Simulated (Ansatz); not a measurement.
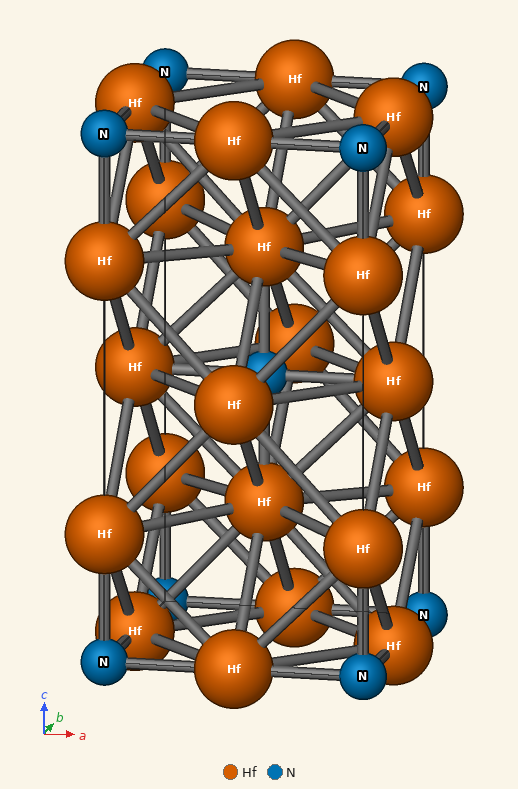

The image is a ball-and-stick drawing of a crystal, viewed slightly off an axis. The lines enclose the conventional unit cell; boundary atoms appear with their images. Cell: a = 4.49 Å, b = 4.49 Å, c = 9.20 Å, α = 90.00°, β = 90.00°, γ = 90.00°.

It goes back to a structure type filled with these elements by a generator (whether the compound takes this form wasn't checked). Earlier steps of the study, as a rule a relaxation of our own, may have changed the cell and positions, so they can lie some per cent off the listed ones. It was run through Ansatz as a DFT input.

In words:

Answer. Formula: Hf4N. Space group: I4/mmm (No. 139). Lattice: body-centred tetragonal. Cell content 8 Hf, 2 N; Z = 2. Within bonding distance, the neighbour counts come to Hf 13 to 14 (mean 13.5) and N 6.

Theory: Ansatz, DFT PBEsol, scalar-relativistic, plane waves, PAW. Numerical settings: E_cut = 420 eV, k-points about 0.16 Å⁻¹ apart, Gaussian smearing of 0.1 eV, no spin polarisation.

How large a gap does the method give, if there is one?

Answer. A metal: bands cross the Fermi level.

List the Bader charges.

Answer. Hf +0.35 to +0.66 e; N -2.03 e.

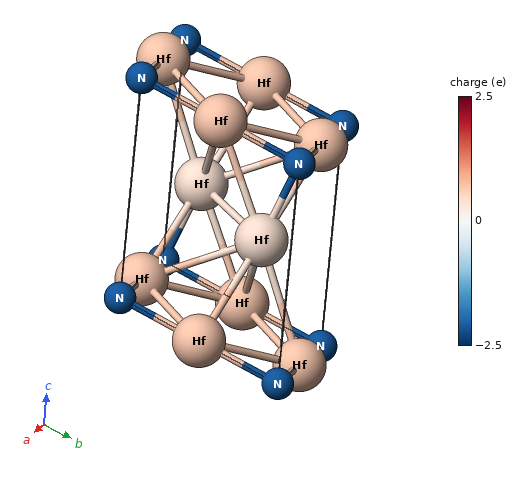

The atoms coloured by those charges. The run's cell of 5 atoms is drawn in a reduced setting, so axes and origin can differ from the first picture.

Does the calculation find this structure at rest?

Answer. No. The largest force is 0.17 eV/Å, on Hf. The pressure is -5.3 GPa, so the cell would contract.

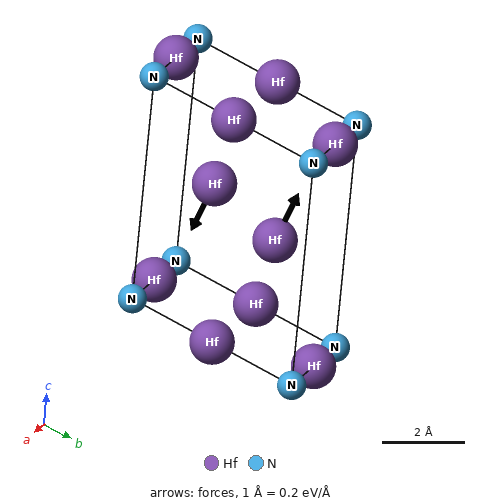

The forces as arrows. The run's cell of 5 atoms is drawn in a reduced setting, so axes and origin can differ from the first picture.
